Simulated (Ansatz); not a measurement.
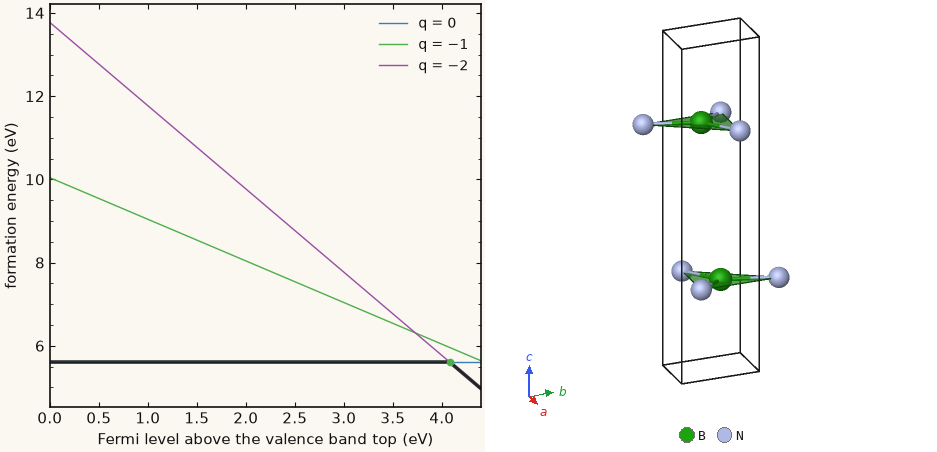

The plot gives the computed formation energy of each charge state against the Fermi level for interstitial (added N) in BN. The thick line follows the lowest charge state; the axis spans the host's computed gap. The cell is drawn beside the plot.

Cell as given: a = 2.512 Å, b = 2.512 Å, c = 8.343 Å, α = 90.00°, β = 90.00°, γ = 120.00°; 4 atoms.

How it was computed, with Ansatz 0.2.0: charge states of a point defect in a periodic supercell, each relaxed, energies over the elements' standard states with the Fermi level at the host's valence band top, point-charge and potential alignment terms added, no band filling term, levels over that top; plane waves with PAW datasets; energies extrapolated to zero smearing. Level: PBE, allowed.

- host atoms in supercell: 48
- wave cutoff: 420 eV
- k mesh: 2×2×2
- occupations: Gaussian
- smearing width: 0.01 eV
- k shift: (0, 0, 0) (mesh steps)
- start displacement: 0 Å
- defect kind: interstitial
- added element: N
- defect place: (0, 0, 0) (fraction of the host cell vector)
- host gap: 4.399 eV
- static dielectric xx yy zz: (5.47, 5.47, 2.14)

Q: Where do the charge transition levels lie?

A: The stable charge changes at 4.08 eV (0/−2) above the valence band top.

Q: Which charge is stable in p-type, intrinsic and n-type conditions?

A: The lowest state is 0 at the valence band top, 0 at mid-gap and −2 at the conduction band bottom, 4.40 eV higher.

Limits of the calculation: a crossing between the sampled k points may be missed; charged cell in a neutralising background; coarse k mesh; narrow smearing for a metal; potential alignment in doubt; small supercell; symmetry that the supercell leaves at the site kept.

The computed values:

```tsv
charge	formation energy with the Fermi level at the valence band top (eV)
0	5.61
-1	10.04
-2	13.77
```
